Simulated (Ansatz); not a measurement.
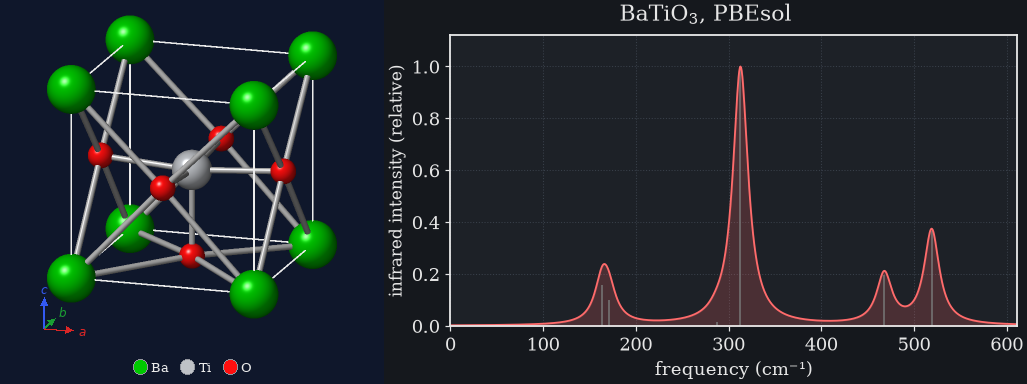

**Figure.** Infrared spectrum of the zone-centre phonons for BaTiO₃, space group P4mm (No. 99). Lines are broadened by Lorentzians of 20 cm⁻¹ full width; the spectrum is scaled to its strongest line. These are zero-field (TO) frequencies; inactive modes don't show. Modes with imaginary frequency are left out of the spectrum. The conventional cell is drawn beside the plot.

Two modes are imaginary, the softest at 114.8i cm⁻¹, so the structure is dynamically unstable. The strongest infrared line is at 312.8 cm⁻¹, followed by 519.0 (37 % of it), 467.9 (20 % of it) and 163.8 (16 % of it).

Method: perturbation theory at the zone centre of a relaxed insulator, optical modes (intensities summed over a level), dielectric tensors and Born charges, a negative frequency is imaginary, spin-unpolarised plane waves (Ansatz 0.2.0). Level: PBEsol.

```
            setting   value
periodic directions       3
         potentials     PAW
        wave cutoff  420 eV
             k mesh   6×6×6
```

Starting cell:
```cif
data_structure
_symmetry_space_group_name_H-M 'P 1'
_symmetry_Int_Tables_number 1
_cell_length_a 3.9553
_cell_length_b 3.9553
_cell_length_c 4.0450
_cell_angle_alpha 90.000
_cell_angle_beta 90.000
_cell_angle_gamma 90.000
_cell_volume 63.28
loop_
_atom_site_label
_atom_site_type_symbol
_atom_site_fract_x
_atom_site_fract_y
_atom_site_fract_z
_atom_site_occupancy
Ba1 Ba 0.00000 0.00000 0.99802 1
Ti1 Ti 0.50000 0.50000 0.48277 1
O1 O 0.50000 0.50000 0.02790 1
O2 O 0.50000 0.00000 0.51716 1
O3 O 0.00000 0.50000 0.51716 1
```
